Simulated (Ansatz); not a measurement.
## Electronic structure of Zr2N in real space

The calculation's input:

```
crystal:
  lattice:
    - [5.3700488437, 0.0, 0.0]
    - [0.0, 5.3700488437, 0.0]
    - [0.0, 0.0, 3.272622999]
  atoms:
    - { symbol: Zr, position: [0.3061280245, 0.2863766181, 0.0] }
    - { symbol: Zr, position: [0.6938719755, 0.7136233819, 0.0] }
    - { symbol: Zr, position: [0.8061280245, 0.2136233819, 0.5] }
    - { symbol: Zr, position: [0.1938719755, 0.7863766181, 0.5] }
    - { symbol: "N", position: [0.0, 0.0, 0.0] }
    - { symbol: "N", position: [0.5, 0.5, 0.5] }
basis:
  ecutwfc: 420
kpoints:
  mp_grid: { grid: [10, 10, 14] }
hamiltonian:
  xc: pbesol
scf:
  occupations: { method: gaussian, width: 0.15 }
output:
  forces: true
  stress: true
  eigenvalues: true
  write_density: true
  write_potential: true
  elf: true
  volumetric_format: npy
```

Command:

```sh
ansatz run input.yaml --threads 2 --pin off --max-ram 5120MiB --backend cpu --events-out ev --progress --plain --runs-dir out
```

Below, planes, directions and counts refer to the conventional cell (a = 5.37 Å, b = 5.37 Å, c = 3.27 Å, α = 90.00°, β = 90.00°, γ = 90.00°).

Space group Pnnm; a structure from a database of computed crystals, not necessarily the ambient phase.

Level of theory: DFT PBEsol, scalar-relativistic, plane waves, PAW (Ansatz).

In a PAW calculation such maps are meaningful between the atoms, not at the nuclei.

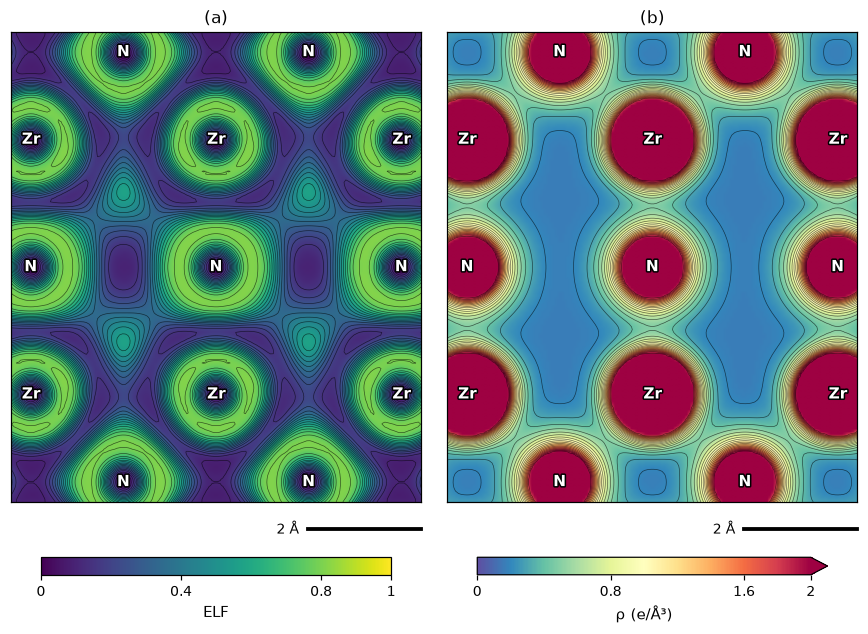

Figure 1. (a) electron localisation function; (b) valence charge density (pseudo) on the (11̄0) plane of the conventional cell.

> Read the bonding off the picture.

- Atoms in the plane: Zr and N.
- Zr–N (2.25 Å): ρ at the midpoint is about 0.5 e/Å³; the ELF peaks at about 0.80 in the valence shell of N, 0.6 Å from its nucleus, and drops to about 0.15 between the two atoms (no localised pair shows between them).
- Zr–Zr (3.27 Å): ρ at the midpoint is about 0.18 e/Å³; the ELF is about 0.20 at the midpoint: no shared electron pair shows on this line.
- Between the atoms the lowest density in this plane is 0.17 e/Å³.
- The features right at Zr lie inside the PAW spheres, where the map follows smoothed inner orbitals and isn't to be read closely.

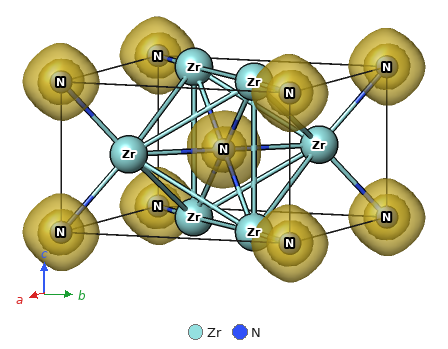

Figure 2. Isosurface of the electron localisation function at 0.75 (yellow), seen slightly off an axis. Only the valence region is drawn (cores and ρ < 0.01 e/Å³ removed). Sticks mark near contacts.

> What do the ELF domains correspond to?

At this value the surface marks out two regions wrapped around N (the valence shell of each), counted in one cell of 6 atoms. Any copies at cell faces, edges or corners count once. Along the contacts the grid gives the following. Zr–Zr (3.10 Å): the ELF is about 0.10 at the midpoint (no shared electron pair shows on this line).

> Does the calculation give a band gap?

It is gapless in this calculation (a metal or semimetal).
